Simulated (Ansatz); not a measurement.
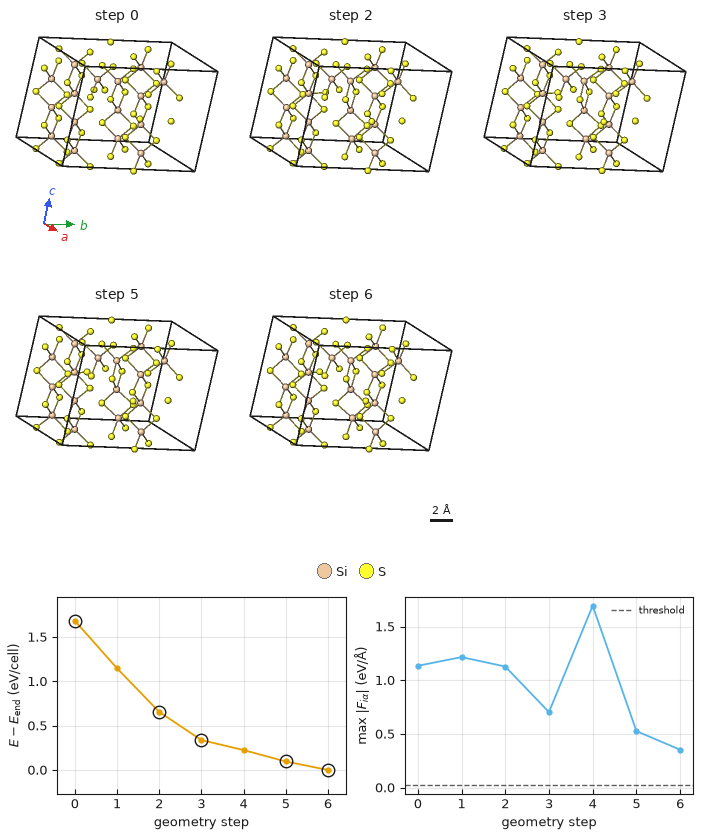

Frames of a relaxation of a defect cell of composition Si₁₆S₃₃, marked on the history of the run. Style: ball-and-stick. Shown: the cell of the calculation, reduced to other axes (origin shifted), slightly off an axis. Lengths and directions refer to the drawn axes.

Case: S interstitial, charge +0, atoms relaxed at the host's cell.

Theory: DFT PBE, scalar-relativistic, plane waves, PAW in Ansatz. Settings: plane-wave cutoff 420 eV; k-point mesh 2 × 2 × 2; occupations gaussian; smearing width 0.01 eV; no spin polarisation; atoms relaxed in a fixed cell; force threshold 0.025 eV/Å; at most 45 steps.

Describe the path.

Answer. The run was cut off at its time limit before the relaxation converged, so the last structure is only a point on the way. An S atom moves most: 0.90 Å roughly along [2 −3 −1]. By element the largest moves are S 0.90 Å, Si 0.22 Å. The cell stays as it was. Among the contacts that change: S–S 2.825 → 1.984 Å, S–Si 3.020 → 3.557 Å, S–S 2.860 → 3.344 Å, S–Si 2.149 → 2.248 Å. New bonds form: S–S (2.82 → 1.98 Å). Bond angles that change, for instance: S–Si–S 115.1° → 121.4°, Si–S–Si 81.2° → 85.9°, S–Si–S 114.9° → 110.9°. After 6 geometry steps the energy has fallen by 1.684 eV per cell of the calculation. Largest force component: 1.1 eV/Å at the start, 0.35 eV/Å at the end. The run took 9.5 min on 4 threads of Arm Neoverse V1, with other jobs on the host, peak memory 4.3 GiB. From step 0 to 2: an S atom moves most (0.38 Å), energy −1.029 eV per cell of the calculation. From step 2 to 3: an S atom moves most (0.19 Å), energy −0.318 eV per cell of the calculation. From step 3 to 5: an S atom moves most (0.34 Å), energy −0.242 eV per cell of the calculation. From step 5 to 6: an S atom moves most (0.20 Å), energy −95.5 meV per cell of the calculation.

```json
{"step": "0", "E − E(0), meV/atom": "0.00", "largest force component, eV/Å": "1.1341"}
{"step": "1", "E − E(0), meV/atom": "-10.95", "largest force component, eV/Å": "1.2150"}
{"step": "2", "E − E(0), meV/atom": "-20.99", "largest force component, eV/Å": "1.1276"}
{"step": "3", "E − E(0), meV/atom": "-27.48", "largest force component, eV/Å": "0.7028"}
{"step": "4", "E − E(0), meV/atom": "-29.79", "largest force component, eV/Å": "1.6938"}
{"step": "5", "E − E(0), meV/atom": "-32.41", "largest force component, eV/Å": "0.5260"}
{"step": "6", "E − E(0), meV/atom": "-34.36", "largest force component, eV/Å": "0.3524"}
```
